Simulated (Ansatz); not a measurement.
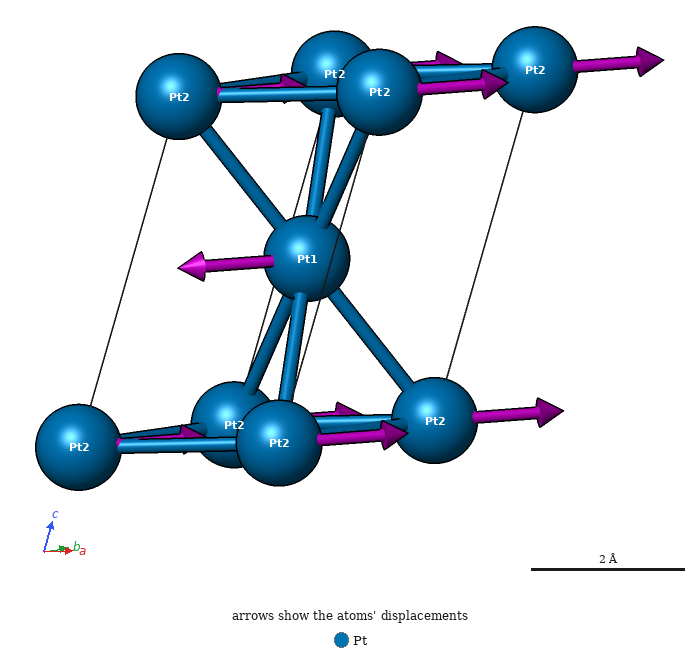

Normal modes of crystalline Pt, space group Fm-3m (No. 225), at the zone centre of a doubled cell. The levels lie at 96 (×2), 198 cm⁻¹. One mode is drawn. Displacements are drawn as purple arrows; their common scale and sign are arbitrary. Style: ball-and-stick. Shown: the cell of the calculation, from a free direction.

The calculation used DFT PBEsol, scalar-relativistic, plane waves, PAW in Ansatz 0.2.0. Set-up: plane-wave cutoff 420 eV; k-point mesh 24 × 24 × 26; occupations gaussian; smearing width 0.15 eV; no spin polarisation.

### Which of these frequencies is the drawn mode's?

The level at 96 cm⁻¹. This is a doubly degenerate mode (one member of the set is drawn), the lowest level (the three translations aside). All motion is along [1 1 0] of the drawn cell; atoms of one kind move against one another, with no net shift of their sublattice. It changes sign from one half of the doubled cell to the other: it belongs to the zone boundary, q = (0, 0, 1/2) in the reciprocal vectors of the undoubled cell.
